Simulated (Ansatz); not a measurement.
Consider Ge$_{8}$Se (slab).

```
CELL_PARAMETERS angstrom
4.01337 0.00000 0.00000
0.00000 5.67576 0.00000
0.00000 0.00000 25.02005
ATOMIC_POSITIONS crystal
Ge 0.50000 0.00000 0.33973
Ge 0.00000 0.25000 0.33973
Ge 0.00000 0.50000 0.41993
Ge 0.50000 0.75000 0.41993
Ge 0.50000 0.99759 0.50167
Ge 0.00000 0.25215 0.50077
Ge 0.00000 0.45886 0.58980
Ge 0.50000 0.81559 0.59464
Se 0.00000 0.07766 0.63806
```

Method: DFT PBEsol, scalar-relativistic, plane waves, PAW (Ansatz 0.2.0).

**What can the converged valence pseudo-density and electron localisation function tell about the bonding?**

Ge–Ge (2.46 Å): the density is about 0.47 e/Å³ at the midpoint; the ELF peaks at about 0.70 between the atoms.
Ge–Se (2.48 Å): ρ is about 0.5 e/Å³ halfway; the ELF is about 0.70 at the midpoint.
Ge–Ge (2.52 Å): ρ is about 0.45 e/Å³ halfway; the ELF peaks at about 0.75 between the atoms.

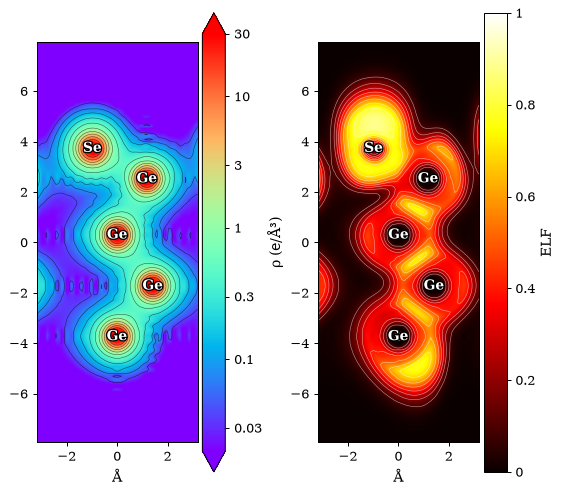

Computed valence pseudo-density and electron localisation function on the (100) plane of the calculation cell, a cut from vacuum to vacuum, in this order. 

The density is the valence pseudo-density of a PAW calculation; it isn't the true density close to the nuclei.
